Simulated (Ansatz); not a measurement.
# Cu: 5 runs along one coordinate

System: Cu (I4mm, 8 atoms in the cell).
Method: DFT r2SCAN, scalar-relativistic, plane waves, PAW, no spin polarisation (Ansatz 0.2.0).

The 5 runs differ only in the geometry, by a shift of atoms along one path in a fixed cell. The shift s is measured from run 3: Cu1 moves along the Cartesian direction (0.00, 0.00, 1.00). The structure derives from a Materials Project entry.

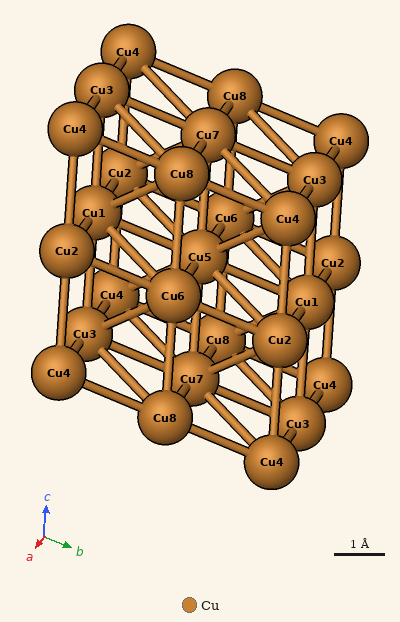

Figure 1. The structure of run 3 (ball-and-stick view of the cell of the calculation, seen slightly off an axis; atoms are numbered from 1 in the order of the input). An atom can appear more than once, as a periodic image.

## Input of run 3
```yaml
crystal:
  lattice:
    - [-2.88558664, -2.88558664, 2.7521629]
    - [2.88558664, 2.88558664, 2.7521629]
    - [-2.88558664, 2.88558664, -2.7521629]
  atoms:
    - { symbol: Cu, position: [0.5030339774, 0.0030339774, 0.5] }
    - { symbol: Cu, position: [0.0, 0.0, 0.5] }
    - { symbol: Cu, position: [0.5, 0.0, 0.0] }
    - { symbol: Cu, position: [0.0, 0.0, 0.0] }
    - { symbol: Cu, position: [0.5, 0.5, 0.5] }
    - { symbol: Cu, position: [0.0, 0.5, 0.5] }
    - { symbol: Cu, position: [0.5, 0.5, 0.0] }
    - { symbol: Cu, position: [0.0, 0.5, 0.0] }
basis:
  ecutwfc: 500
kpoints:
  mp_grid: { grid: [12, 12, 12] }
hamiltonian:
  xc: r2scan
scf:
  occupations: { method: gaussian, width: 0.15 }
output:
  forces: true
  stress: true
  eigenvalues: true
```

Command:
```bash
ansatz run input.yaml --threads 2 --pin off --max-ram 5120MiB --backend cpu --events-out ev --progress --plain --runs-dir out
```

Lattice vectors (Å) and fractional positions of run 3:
```
  -2.885587   -2.885587    2.752163
   2.885587    2.885587    2.752163
  -2.885587    2.885587   -2.752163
Cu  0.503034  0.003034  0.500000
Cu -0.000000 -0.000000  0.500000
Cu  0.500000  0.000000 -0.000000
Cu  0.000000  0.000000  0.000000
Cu  0.500000  0.500000  0.500000
Cu -0.000000  0.500000  0.500000
Cu  0.500000  0.500000  0.000000
Cu -0.000000  0.500000  0.000000
```

Run 4 differs from it as follows:
```diff
-    - { symbol: Cu, position: [0.5030339774, 0.0030339774, 0.5] }
+    - { symbol: Cu, position: [0.5090837646, 0.0090837646, 0.5] }
```

## Results, with one run withheld

| run | shift s of Cu1 (Å) | free energy per atom, from the lowest run given (meV) | pressure (GPa) | force along the path (eV/Å) |
| --- | --- | --- | --- | --- |
| 1 | −0.1167 | 4.61 | 0.53 | 0.761 |
| 2 | −0.0500 | 0.39 | 0.31 | 0.252 |
| 3 | 0.0000 | 0.00 | 0.29 | −0.126 |
| 4 | 0.0333 | ? | ? | ? |
| 5 | 0.0666 | 3.16 | 0.46 | −0.633 |

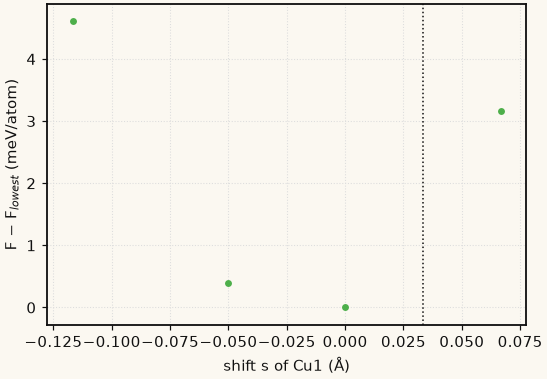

Figure 2. Free energy per atom of the runs given; the dotted line marks run 4.

Estimate the energy of run 4 from the others.

A quadratic polynomial in the coordinate, fitted to the 4 runs given, misses them by under 0.01 meV per atom. With x = s + 0.0250, it reads F = −0.1016 − 7.8587 x + 474.56 x² (meV per atom). At run 4 it gives 1.05 meV per atom, and the run itself gives 1.05. The slope of the fit gives a force −dF/ds of −0.380 eV/Å along the path (summed over the atoms that move), and the printed forces give −0.379 eV/Å. The fit has its minimum at s = −0.0167 Å.

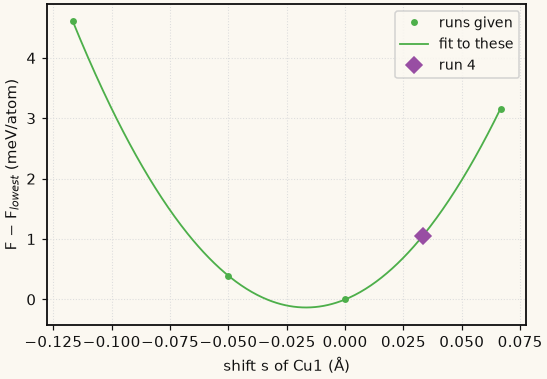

Figure 3. The fit and the withheld run.

## Output, shortened to warnings, some set-up lines, iterations and results (run 4)
```
Basis set: ecut = 500 eV, 2323 PW (Γ), exchange–correlation on 144×144×144 points (64 copies of the dense FFT grid, shifted against one another)
Symmetry: 8 space group operations
k-points: 163 of 1728 (time reversal used)
Initial density: superposition of atomic densities (neutral atoms: chi_scale 0, normalization atom), corrected by the library's trained network
[...]
SCF iter   1: F=—  HF=-53049.761604 eV  |F-HF|=—  |Δ(HF+E_count)|=         —  Δρ=3.96e-2  dr2=7.86e-1  dr2_τ=5.86e-3  ethr=1.77e-3  ⟨swp⟩=4.8  Hψ=47728  notcnv=0  defer=329
SCF iter   2: F=—  HF=-53049.672725 eV  |F-HF|=—  |Δ(HF+E_count)|=   8.89e-2  Δρ=1.06e-2  dr2=3.57e-2  dr2_τ=9.23e-3  ethr=5.17e-4  ⟨swp⟩=2.0  Hψ=25132  notcnv=0  defer=1478
SCF iter   3: F=—  HF=-53049.628229 eV  |F-HF|=—  |Δ(HF+E_count)|=   4.45e-2  Δρ=9.25e-3  dr2=5.18e-2  dr2_τ=3.36e-4  ethr=2.35e-5  ⟨swp⟩=2.0  Hψ=27006  notcnv=0  defer=1478
SCF iter   4: F=—  HF=-53049.615014 eV  |F-HF|=—  |Δ(HF+E_count)|=   1.32e-2  Δρ=1.54e-3  dr2=1.82e-3  dr2_τ=1.06e-4  ethr=2.35e-5  ⟨swp⟩=1.3  Hψ=17167  notcnv=0  defer=1469
SCF iter   5: F=—  HF=-53049.616043 eV  |F-HF|=—  |Δ(HF+E_count)|=   1.03e-3  Δρ=6.58e-4  dr2=3.28e-4  dr2_τ=5.58e-6  ethr=1.20e-6  ⟨swp⟩=2.0  Hψ=20594  notcnv=0  defer=1469
SCF iter   6: F=—  HF=-53049.616072 eV  |F-HF|=—  |Δ(HF+E_count)|=   2.97e-5  Δρ=9.93e-5  dr2=8.19e-6  dr2_τ=1.18e-7  ethr=2.16e-7  ⟨swp⟩=2.0  Hψ=20131  notcnv=0  defer=1469
SCF iter   7: F=—  HF=-53049.616029 eV  |F-HF|=—  |Δ(HF+E_count)|=   4.31e-5  Δρ=1.11e-4  dr2=7.26e-6  dr2_τ=3.70e-8  ethr=5.39e-9  ⟨swp⟩=2.0  Hψ=20769  notcnv=0  defer=1469
SCF iter   8: F=—  HF=-53049.616028 eV  |F-HF|=—  |Δ(HF+E_count)|=   1.21e-6  Δρ=2.71e-5  dr2=4.46e-7  dr2_τ=2.99e-9  ethr=4.78e-9  ⟨swp⟩=2.0  Hψ=19709  notcnv=0  defer=1469
SCF iter   9: F=-53049.616028 eV  HF=-53049.616028 eV  |F-HF|=1.20e-8  |Δ(HF+E_count)|=   9.59e-9  Δρ=5.33e-6  dr2=1.72e-8  dr2_τ=9.18e-11  ethr=6.58e-11  ⟨swp⟩=8.5  Hψ=66400 …
SCF 1 converged in 9 iterations: F = -53049.616028 eV  dr2 = 1.72e-8
SCF converged after 9 iterations
Free energy (F): -53049.616028 eV
Harris-Foulkes:  -53049.616028 eV  (|F-HF|=1.20e-8)
Internal energy: -53049.581942 eV  (E = F + TS)
E sigma→0 (E₀):  -53049.598985 eV
Entropy (-TS):   -0.034086 eV (-4.261 meV/atom)
Fermi energy:    17.223314 eV
--- Per-component energies (eV) ---
  E_band       = -3003.468558
  E_kinetic    = 2399.997061
  E_local      = -32043.638192  (includes V_loc(G=0)·N_el)
  E_nonlocal   = 3164.491816
  E_hartree    = 14166.668264
  E_xc         = -671.216188
  E_vxc        = -998.576006  (∫ρ·V_xc dr)
  E_paw        = -13426.095238  (= ΣΔE_a)
  E_vpaw       = -3930.975258  (= ΣTr[D̂ρ^β])
  E_aug_tail   = 0.001234  (compensation charges beyond the density's cutoff)
  E_vtau       = 71.869567  (kinetic-family band-sum trace: ∫τ·v_τ [+ j·A + Jᵃ·Aᵃ] dr)
  E_ewald      = -26637.381836
  E_core_change = -2.408864  (= ΣΔE_core)
  E_smearing   = -0.034086  (= −TS)
  E_closure    = -0.000000  (closes the sum)
  Σ components = -53049.616028   (vs F -53049.616028, Δ=0.00e0)
--- Forces (eV/Å), atoms counted from 1 ---
  atom   1  Cu     0.00000000     0.00000000    -0.37911068
  atom   2  Cu    -0.09537004    -0.09537004     0.08322091
  atom   3  Cu     0.09537004    -0.09537004     0.08322091
  atom   4  Cu    -0.00000000     0.00000000    -0.00028986
  atom   5  Cu     0.09537004     0.09537004     0.08322091
  atom   6  Cu     0.00000000     0.00000000     0.04680512
  atom   7  Cu     0.00000000     0.00000000    -0.00028986
  atom   8  Cu    -0.09537004     0.09537004     0.08322091
  max |Σ_I F_I| component: 1.63e-6 eV/Å
--- Stress (GPa, compression-positive) ---
        0.346496      -0.000000       0.000000
       -0.000000       0.346496       0.000000
        0.000000      -0.000000       0.347912
  P = ⅓ Tr σ = 0.3470 GPa (3.470 kbar)
```
